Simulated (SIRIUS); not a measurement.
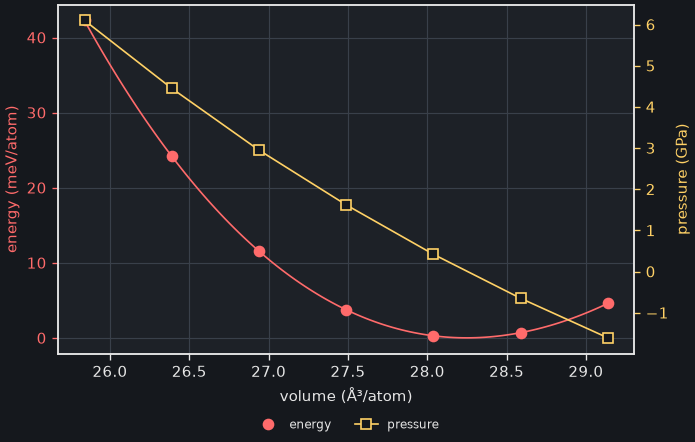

Plotted: energy and pressure against volume for InAs, space group F-43m (No. 216).

Cell as given: a = 4.268 Å, b = 4.268 Å, c = 4.268 Å, α = 60.00°, β = 60.00°, γ = 60.00°; 2 atoms.

Calculation (SIRIUS 7.10.0): plane-wave DFT, no spin polarisation; energies at scaled volumes of the given cell, shape and fractions fixed, counted from the fit's minimum, third-order Birch-Murnaghan fit. Level: PBEsol.

- k mesh: 8×8×8
- occupations: Fermi–Dirac
- smearing width: 0.05 eV
- potentials: dojo sr pbesol 0.4.1 standard
- wave cutoff: 1152 eV
- density cutoff: 4606 eV

Q: How stiff is the solid, and where is its volume at rest?

A: A third-order Birch–Murnaghan fit gives V0 = 28.25 Å³/atom, B0 = 55.7 GPa and B′ = 4.6.

Q: How does the pressure vary with volume?

A: It falls from 6.10 GPa at volume 25.84 Å³/atom to −1.61 GPa at 29.14 Å³/atom, and changes sign near 28.25 Å³/atom.
